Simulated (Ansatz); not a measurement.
**Sn3Se: density, localisation and related maps**

Input file:

```
crystal:
  lattice:
    - [-0.14932552, 3.7566941008, 3.7566941008]
    - [3.6073685808, 0.0, 3.6073685808]
    - [3.6073685808, 3.6073685808, 0.0]
  atoms:
    - { symbol: Sn, position: [0.2171926173, 0.2609357942, 0.2609357942] }
    - { symbol: Sn, position: [0.7828073827, 0.7390642058, 0.7390642058] }
    - { symbol: Sn, position: [0.5, 0.5, 0.5] }
    - { symbol: Se, position: [0.0, 0.0, 0.0] }
basis:
  ecutwfc: 420
kpoints:
  mp_grid: { grid: [10, 9, 9] }
hamiltonian:
  xc: pbe
scf:
  occupations: { method: gaussian, width: 0.1 }
output:
  forces: true
  stress: true
  eigenvalues: true
  write_density: true
  write_potential: true
  elf: true
  volumetric_format: npy
```

Launched as:

```sh
ansatz run input.yaml --threads 1 --pin off --max-ram 1331MiB --backend cpu --events-out ev --progress --plain --runs-dir out
```

Below, planes, directions and counts refer to the conventional cell (a = 5.10 Å, b = 5.10 Å, c = 13.27 Å, α = 90.00°, β = 90.00°, γ = 120.00°).

Space group R-3m; a structure from a database of computed crystals, not necessarily the ambient phase; changed on purpose from its base cell (strained and moved within a subgroup); computed pressure about 3 GPa in this cell.

These are results of DFT PBE, scalar-relativistic, plane waves, PAW (Ansatz), not measurements.

In a PAW calculation such maps are meaningful between the atoms, not at the nuclei.

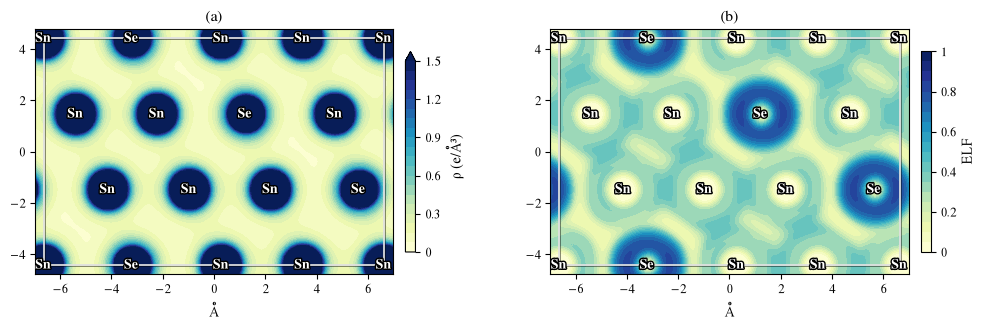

Figure 1. (a) valence electron density; (b) electron localisation function on the (110) plane of the conventional cell.

**What do the fields say about this system?**

The section cuts through Sn and Se sites. Sn–Se (3.10 Å): ρ is about 0.19 e/Å³ halfway; the ELF is about 0.30 at the midpoint. Between the atoms the lowest density in this plane is 0.07 e/Å³.

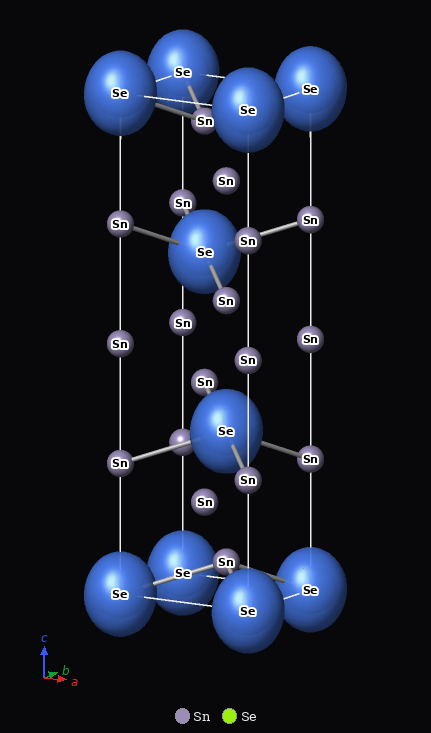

Figure 2. Isosurface of the electron localisation function at 0.75 (blue), seen slightly off an axis. Core shells and regions of very low density are left out. Sticks mark near contacts.

**Where are the electrons localised?**

At this value the surface marks out three regions wrapped around Se (the valence shell of each), counted in one cell of 12 atoms. Regions shared between cells count once.

**Metal or insulator at this level of theory?**

It is metallic or semimetallic at this level of theory: no gap opens.
